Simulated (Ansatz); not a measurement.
# V_O in MgO (Fm-3m) against the share of exact exchange, part 2 of 2

Question: how much does the share of exact exchange change the (+1/0) level of V_O in MgO (Fm-3m), and what does each choice cost? Model: a cell of 72 host atoms with 1 O taken out.

Ansatz 0.2.0; plane-wave PAW DFT; relaxations with PBEsol, then single points with PBE0 form with several shares of exact exchange, on supercells at fixed charge in a uniform background.

So far: The starting structure; Relaxing both charge states, PBEsol.

## 3. First setting: 0.1

Exact exchange opens the gap of the host. A level of a localised state need not follow either band edge, so its distance to each edge changes. The single points sample the zone centre alone.

Input file qp1_M1.a10/input.yaml:

```yaml
crystal:
  checkpoint: "../qp1_M1.relax.run"
  host: checkpoint
total_charge: 1
basis:
  ecutwfc: 420
  xc_grid: 2
hamiltonian:
  xc: { preset: pbe0, exx: 0.1 }
  pseudopotentials: { kind: paw, azcp: { folder: soft_1 } }
kpoints:
  mp_grid: { grid: [1, 1, 1] }
magnetization:
  spin_polarized: true
  initial_magnetization: 1
  spin_locking: { lock_magnetization: hard }
scf:
  occupations: { method: fixed }
  max_iter: 100
output:
  forces: true
  charged_corrections:
    epsilon: 3.24
    static_epsilon: 10.37
    defect_position: [0.5, 0.5, 0.625]
  eigenvalues: true
  eigenstates: { localisation: true }
  efg: {}
checkpoint:
  read: "../qp1_M1.relax.run"
  write: "../qp1_M1.a10.run"
  compress: false
  write_wavefunctions: false
  write_every: 100000
```

Launch:

```
ansatz run input.yaml --threads 32 --pin off --max-ram 84787MiB --backend cuda --events-out ev --progress --plain --runs-dir out --max-vram 78GiB
```

Numbers of over 12 decimals in the logs are rounded to 6 here.

Log:

```text
[...]
Warning: at least one further symmetry operation maps every atom of the structure, as the run holds it, onto an atom to within 2.40e-5 (fractional), and is not used: no operation is sought that the atoms, as the run holds them, miss by more than 2.00e-5, [...]
Warning: checkpoint.read: hamiltonian.xc differs: saved pbesol, current {"exchange":"pbe","correlation":"pbe","exx":{"coeff":0.1,"omega":null}}; the SCF iterates under this deck's functional from the saved state
crystal.checkpoint: the structure is that of <dir>, a `relax` run, at its step 5: its result, under pbesol at a charge of 1 e; 71 atoms read, 0 with a starting moment; [...]
[...]
davidson cushion auto → on  (no smearing: the cushion is to keep the highest requested band from converging to the state above it; pin scf.eigensolver.cushion to override)
[...]
Crystal: 71 atoms, lattice volume = 673.897 Å³
Basis set: ecut = 420 eV, 13123 PW (Γ), exchange–correlation on 120×120×160 points (8 copies of the dense FFT grid, shifted against one another)
Bands: 356, of which v1, the nominal top of the filled ones, is band 285 counted from 1 (284 counted from 0)
Symmetry: 1 space group operations
[...]
k-points: 1
[...]
Starting moments: Σ|m| = 1 μB on 71 of 71 sites; this step starts from the density that it was given
[...]
iter 1 solved again at ethr=2.43e-4 eV; its pass at ethr=1.00e-1 eV (dr2=1.39e0 eV) is discarded
[...]
SCF iter   2: F=—  HF=-89226.491607 eV  |Δ(HF+E_count)|=   3.80e-1  Δρ=1.45e-3 (↑1.40e-3 ↓1.45e-3)  dr2=4.04e-2  dr2_m=2.79e-4  M=1.000 μB ∫|m|=1.053 μB  Hψ=3491
[...]
hybrid outer 1: dexx = +1.104e-2 eV, tail = 2.27e-5 eV
[...]
SCF iter   6: F=-89232.807725 eV  HF=-89232.807725 eV  |Δ(HF+E_count)|=  2.47e-10  Δρ=2.36e-7 (↑2.36e-7 ↓1.40e-7)  dr2=7.42e-10  dr2_m=3.28e-11  M=1.000 μB ∫|m|=1.062 μB sched 1.00e-12)  Hψ=1607
SCF 3 converged in 6 iterations: F = -89232.807725 eV  dr2 = 7.42e-10
  Residual-converged pass: ⟨swp⟩=3.0  Hψ=1682  notcnv=0  max |occ|·‖R‖ = 2.0e-7 eV (tolerance 2.7e-7 eV)  dr2=7.90e-10  dr2_m=3.48e-11  dr2_onsite=5.78e-11  max |Δocc| = 0.0e0
hybrid outer 2: dexx = +6.449e-8 eV, tail = 2.49e-9 eV, Δε = 2.68e-4 eV (about 4.90e-6 eV left of the loop's levels), ΔF = 1.45e-4 eV/Å (tail 2.49e-5)
the search or the solves at the SCF's close seem to have found levels that the self-consistency loop had missed (the run counts 1). By its estimate they hold under 1e-12 electrons; where the run keeps them, the occupations were computed again with them
this state was not tested for a lower state beside it, because the functional holds exact exchange (a hybrid, or Hartree-Fock), whose exchange loop this test does not read (fock_operator); [...]
hybrid SCF converged: 2 outer / 12 inner (+5 warm-up), last move |dexx| = 6.45e-8 eV, tail = 2.49e-9 eV
Magnetization: 1.0000 μB (285.0000 up, 284.0000 down)
Absolute magnetization: 1.0557 μB (∫|ρ↑−ρ↓|, with the PAW one-centre terms)
[...]
Per-site moments (μB) at R_I (Å): [(8.661739324956594e-5, 0.865073), (0.000328169, 0.866156), (8.661589606500263e-5, 0.865098), [... 6 left out ...]
Free energy (F): -89232.807725 eV
Frozen-core exchange: fock
[...]
Internal energy: -89232.807725 eV  (E = F + TS)
E sigma→0 (E₀):  -89232.807725 eV
Fermi energy:    9.127900 (↑ 9.127900, ↓ 7.278216) eV
[...]
--- Forces (eV/Å), atoms counted from 1 ---
  atom   1  Mg     0.00178074     0.00146791    -0.00083514
  atom   2  O     -0.00129919    -0.00111082     0.00405140
  [... 4 atoms left out ...]
  [... 65 more lines of this table ...]
  max |Σ_I F_I| component: 1.37e-5 eV/Å
--- PAW observables at the nuclei: V_zz in 10²¹ V/m², potentials from the cell's mean, atoms counted from 1 ---
  [...]
--- Charged-cell corrections in eV (Makov–Payne, q = +1.000 e, ε = 3.240 of the electrons, 10.370 with the ions) ---
[...]
E_corr1          = +0.720418  (monopole, q²α_M/2εL)
  F Makov-Payne    = n/a  (the rows are of the electrons' constant alone; ansatz place-levels tells what screens the charge)
[...]
--- Band table (eV) ---
[...]
```

Wall time 12 s (1 × NVIDIA GB200 with 32 threads of Arm Neoverse V2, shared host); peak memory 1.8 GiB; 78 s of CPU time.

Both charges and the host at this setting go to place-levels, which corrects for the image charge and aligns the potentials.

Input file levels.a10.yaml:

```yaml
host:
  run: host.a10.run
states: [q0.a10.run, qp1_M1.a10.run]
geometry_from:
  q0.a10.run: q0.relax.run
  qp1_M1.a10.run: qp1_M1.relax.run
```

Launch:

```
ansatz place-levels levels.a10.yaml -- --threads 32 --pin off --max-ram 84787MiB
```

Log:

```text
(+1/0) 2.908 eV above the valence edge, 2.797 eV under the conduction edge
  edges by {"exchange":"pbe","correlation":"pbe","exx":{"coeff":0.1,"omega":null}}, gap 5.706 eV; the host is sampled to repeats of 8.94 Å
  the defect's cells are sampled to repeats of 8.94 Å, like sampling
  charge +1: -89232.6975 eV with its correction of +0.110 eV, at epsilon 10.37, aligned at sites: -0.1149 eV, mean over 39 atomic sites at or beyond 4.47 Å from the defect at [0.5000, 0.5000, 0.6250], with +0.000000 for the charge's moments and without [...]
  charge 0: +0.000 eV for its dipole among its images, +0.000 omitted
  of the host: (host) hybrid's levels can ripple along a path where its exchange mesh is coarse, and an extremum then takes the crest, of which none of its warnings tells: converge the edges in the exchange mesh (kpoints.mp_grid)
  of states[1] (qp1_M1.a10.run): how wide its charge is, is not read beside other atoms or cores, and a band state would take no correction. [...]
  of states[0] (q0.a10.run): its only k-point is the zone centre, where a defect's energies can be off by tenths of an eV or more: see "From the zone centre to a mesh" in the quickstart
```

The job ended after 0.14 s (32 threads).

At this setting the gap is 5.706 eV and (+1/0) lies 2.908 eV above the valence top.

## 4. The other settings

In the defect's inputs only the studied keys change. The next input; the others follow the same pattern (0.25, 0.3 and 0.4):

qp1_M1.a20/input.yaml, as its differences from qp1_M1.a10/input.yaml of step 3:

```diff
@@ -8,3 +8,3 @@
 hamiltonian:
-  xc: { preset: pbe0, exx: 0.1 }
+  xc: { preset: pbe0, exx: 0.2 }
   pseudopotentials: { kind: paw, azcp: { folder: soft_1 } }
@@ -30,3 +30,3 @@
   read: "../qp1_M1.relax.run"
-  write: "../qp1_M1.a10.run"
+  write: "../qp1_M1.a20.run"
   compress: false
```

## 5. Result against cost

Times of the states on 1 × NVIDIA GB200 with 32 threads of Arm Neoverse V2, shared host; the host is run again at each setting:

| share of exact exchange | gap (eV) | (+1/0) above the valence top (eV) | under the conduction bottom (eV) | time, both charge states | time, host and placing | peak memory of a state (GiB) |
| --- | --- | --- | --- | --- | --- | --- |
| 0.1 | 5.706 | 2.908 | 2.797 | 17 s | 8 s | 1.8 |
| 0.2 | 6.722 | 3.552 | 3.170 | 18 s | 9.6 s | 1.9 |
| 0.25 | 7.236 | 3.876 | 3.359 | 18 s | 7.3 s | 2.1 |
| 0.3 | 7.753 | 4.203 | 3.550 | 16 s | 6.8 s | 1.8 |
| 0.4 | 8.797 | 4.860 | 3.937 | 22 s | 8.6 s | 2.0 |

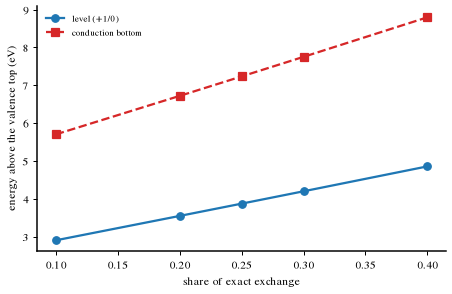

The level against the share of exact exchange.

## 6. What came out

| Quantity | Value |
| --- | --- |
| (plus 1/0) level, 0.1 | 2.91 eV |
| (plus 1/0) level, 0.2 | 3.55 eV |
| (plus 1/0) level, 0.25 | 3.88 eV |
| (plus 1/0) level, 0.3 | 4.20 eV |
| (plus 1/0) level, 0.4 | 4.86 eV |
| slope of the gap among the hybrids | 1.03 eV per 0.1 of exact exchange |

**Reading.** From a share of 0.1 to 0.4 the gap opens from 5.71 to 8.80 eV and (+1/0) moves from 2.91 to 4.86 eV above the valence top. Among the hybrids, by fitted slopes, the level takes 63 % of the gap's opening, between the two edges, as a localised state does. The atoms were held at the semilocal structure, so a distortion that exact exchange would bring is missing. The program warns that hybrid band edges depend on the exchange mesh, which was not varied here; the gaps and slopes may carry that error. Only the charges 0 and +1 were run, each from one start, so (+1/0) need not be a change between stable states. Left out, since run at other k-points: 0 (PBEsol). Keep in mind: sampling at the zone centre alone can move energies of charged and open-shell states by tenths of an eV or more in cells of this size; the images are only 8.9 Å apart; the structures are those of PBEsol; force components of up to 0.20 eV/Å remain in a run at the final settings.

[Logs are printed without paths, hosts, clocks, repeated set-up lines and the standing remarks that a program may print on its own settings, such as how far it seeks lower states.]

[Hosts, paths, dates, database ids (printed as entryN), source tags and the programs' standing remarks are cut or masked in the printed files.]

[Where a table of states has a column of steps, it counts the stored structures, which are thinned; the runs took as many ionic steps or more.]

[For some hosts the program warned that the k-mesh of the response run may be too coarse for force constants and the static dielectric constant; such warnings are not shown here.]
